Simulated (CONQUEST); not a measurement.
**A series of single points on SnTe**

System: SnTe (Fm-3m, 4 atoms in the cell).
Method: Kohn-Sham DFT of a periodic cell, LDA, PseudoDojo NC LDA, no spin polarisation (CONQUEST 1.3).

The 7 runs differ only in the geometry, by an even scaling of the cell at fixed fractional positions. The structure derives from an entry of the Crystallography Open Database.

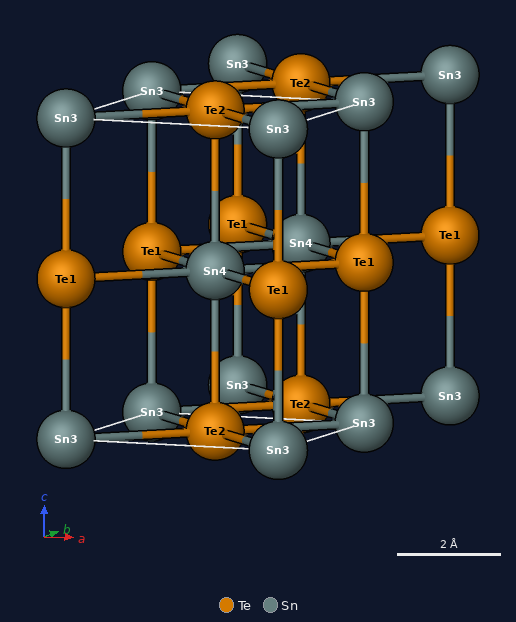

Figure 1. The structure of run 4 (ball-and-stick view of the cell of the calculation, repeated 1 × 2 × 1, seen slightly off an axis; atoms are numbered from 1 in the order of the input).

### Input of run 4
```
IO.Title SnTe
IO.Coordinates coords.dat
IO.FractionalAtomicCoords T
IO.Iprint 2
IO.Iprint_init 1
General.NumberOfSpecies 2
General.PseudopotentialType hamann
AtomMove.TypeOfRun static
AtomMove.FullStress T
Grid.PointsAlongX 48
Grid.PointsAlongY 48
Grid.PointsAlongZ 60
DM.SolutionMethod diagon
Diag.MPMesh T
Diag.GammaCentred T
Diag.MPMeshX 6
Diag.MPMeshY 6
Diag.MPMeshZ 4
Diag.kT 0.00183747
minE.SCTolerance 1e-6
SC.MaxIters 100
IO.AtomChargeOutput T
%block ChemicalSpeciesLabel
1 127.600 Te
2 118.710 Sn
%endblock
```

Command:
```bash
Conquest
```

Lattice vectors (Å) and fractional positions of run 4:
```
   4.455975    0.000000    0.000000
   0.000000    4.455975    0.000000
   0.000000    0.000000    6.301700
Te  0.000000  0.000000  0.500000
Te  0.500000  0.500000  0.000000
Sn  0.000000  0.000000  0.000000
Sn  0.500000  0.500000  0.500000
```

Run 2 has the same physical settings and fractional positions; its lattice vectors (Å) are:
```
   4.395752    0.000000    0.000000
   0.000000    4.395752    0.000000
   0.000000    0.000000    6.216531
```

### Results, with one run withheld

```csv
run,volume per atom (Å³),"free energy per atom, from the lowest run given (meV)",pressure (GPa),gap on the mesh (eV)
1,29.404,6.98,2.14,0.22
2,30.030,?,?,?
3,30.656,0.00,−0.36,0.10
4,31.281,2.83,−1.05,0.04
5,31.907,8.72,−2.01,0.01
6,32.532,17.69,−2.61,0.06
7,33.158,29.78,−3.52,0.11
```

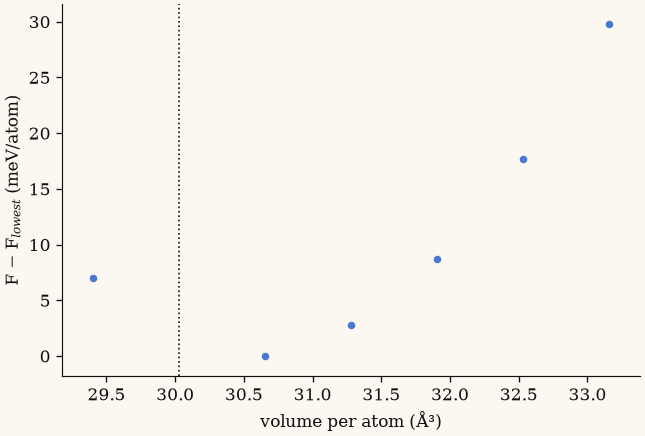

Figure 2. Free energy per atom of the runs given; the dotted line marks run 2.

Estimate the energy of run 2 from the others.

A cubic polynomial in V^(−2/3) (the Birch–Murnaghan form), fitted to the 6 runs given, misses them by at most 0.15 meV per atom. With x = V^(−2/3) − 0.10037 Å⁻², it reads F = 3.962 − 3952.4 x + 9.9547e+05 x² + 1.2769e+06 x³ (meV per atom). At run 2 it gives 1.40 meV per atom, and the run itself gives 0.92. The slope of the fit gives a pressure −dF/dV of 0.86 GPa there, and the run prints 0.87 GPa. The fit has its minimum at 30.541 Å³ per atom, where V d²F/dV² gives 49 GPa: the bulk modulus at this level, since symmetry fixes the shape and the positions. The gap on the mesh lies between 0.01 eV (run 5) and 0.22 eV (run 1); run 2 has 0.16 eV. These are gaps of this functional on this mesh, which can miss the band edges; they aren't the measured gap.

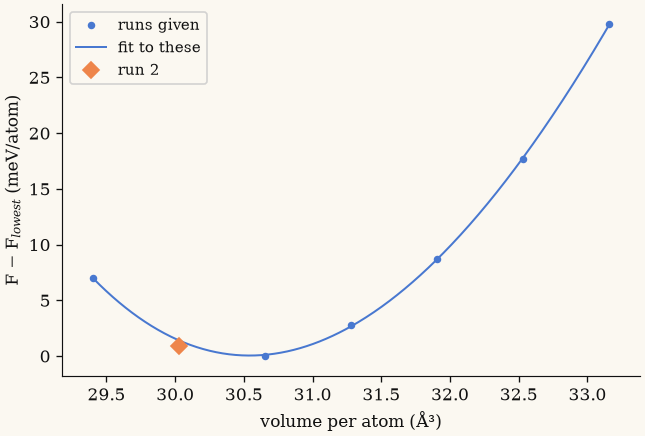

Figure 3. The fit and the withheld run.

### Some lines of the output (run 2)
```
[...]
          DFT Total Energy                 :      -366.408228282433470 Ha
          Free Energy (E-TS)               :      -366.415749138774174 Ha
          DFT Total Energy                 :      -366.414697684875364 Ha
          Free Energy (E-TS)               :      -366.415192418907850 Ha
          DFT Total Energy                 :      -366.415010959174367 Ha
          Free Energy (E-TS)               :      -366.415159225170839 Ha
          DFT Total Energy                 :      -366.415034292375310 Ha
          Free Energy (E-TS)               :      -366.415158545903978 Ha
          DFT Total Energy                 :      -366.415034425563704 Ha
          Free Energy (E-TS)               :      -366.415158592061232 Ha
          DFT Total Energy                 :      -366.415034482171279 Ha
      | Free Energy as E-TS      =      -366.415158592061232 Ha
      |* DFT total energy        =      -366.415034482171279 Ha
    force: Average pressure:      0.87235151 GPa
```

Notes: With a small basis of atomic orbitals these values can differ much from converged plane-wave results.
